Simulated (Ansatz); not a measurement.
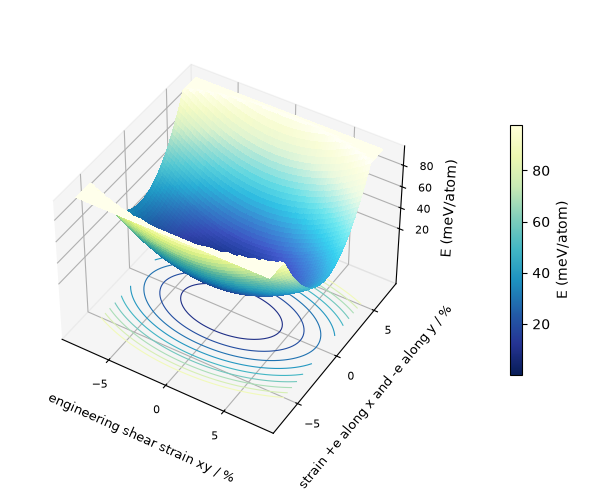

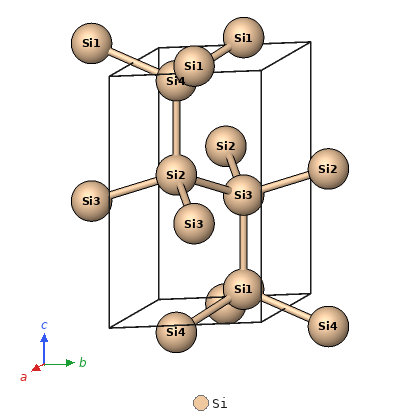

Energy landscape of Si (P6_3/mmc, No. 194; 4 atoms in the cell). The energy is mapped over two homogeneous strains (x along [1 0 0], y along [1 2 0], z along [0 0 1] of the conventional cell). The first coordinate is: engineering shear strain xy; the second: strain +e along x and -e along y. Nothing is relaxed (fractional coordinates fixed). The scan uses a 7 × 7 grid; 28 points were computed and 21 follow by symmetry. Points are written as (first, second). Energies: meV/atom, counted from the lowest grid point. The band gap closes in part of the range. The calculation used DFT LDA, scalar-relativistic, plane waves, PAW in Ansatz. Settings: cutoff 420 eV, k-mesh 12×12×6 in the order of the run's cell vectors, gaussian smearing 0.03 eV, no spin polarisation.

Drawn: a relief with its contours projected below, any walls above the top of the colour scale cut off. Between grid points the surface is interpolated. The second picture is the structure at the lowest point

**Describe this landscape.**

The lowest grid point is at (0.0 %, 0.00 %). No other kind of well shows on this grid. The highest grid point, (−8.0 %, 7.00 %), lies 141 meV/atom above the lowest. Round the minimum the two coordinates are nearly uncoupled.

Grid values (meV/atom):

```tsv
second ↓, first →	−8.0	−5.3	−2.7	0.0	2.7	5.3	8.0
7.00	141	124	113	110	113	124	141
4.67	81	63	52	48	52	63	81
2.33	46	27	16	12	16	27	46
0.00	35	16	4	0	4	16	35
−2.33	48	28	16	12	16	28	48
−4.67	83	63	51	47	51	63	83
−7.00	141	121	108	105	108	121	141
```

The input of one point:

```yaml
crystal:
  lattice:
    - [3.8016851185, 0.0, 0.0]
    - [-1.9008425593, 3.2923558898, 0.0]
    - [0.0, 0.0, 6.2886938331]
  atoms:
    - { symbol: Si, position: [0.3333333333, 0.6666666667, 0.063036046] }
    - { symbol: Si, position: [0.6666666667, 0.3333333333, 0.563036046] }
    - { symbol: Si, position: [0.3333333333, 0.6666666667, 0.436963954] }
    - { symbol: Si, position: [0.6666666667, 0.3333333333, 0.936963954] }
basis:
  ecutwfc: 420
kpoints:
  mp_grid: { grid: [12, 12, 6] }
hamiltonian:
  xc: lda
  pseudopotentials: { kind: paw, azcp: { folder: soft_1 } }
scf:
  occupations: { method: gaussian, width: 0.03 }
output:
  forces: true
  stress: true
  eigenvalues: true
```

Each point was launched as `ansatz run input.yaml --threads 2 --pin off --max-ram 4096MiB --backend cpu --events-out ev --progress --plain --runs-dir out`. The whole map (28 points run) took 6.3 min on 2 threads of Arm Neoverse N1, with other jobs on the host.
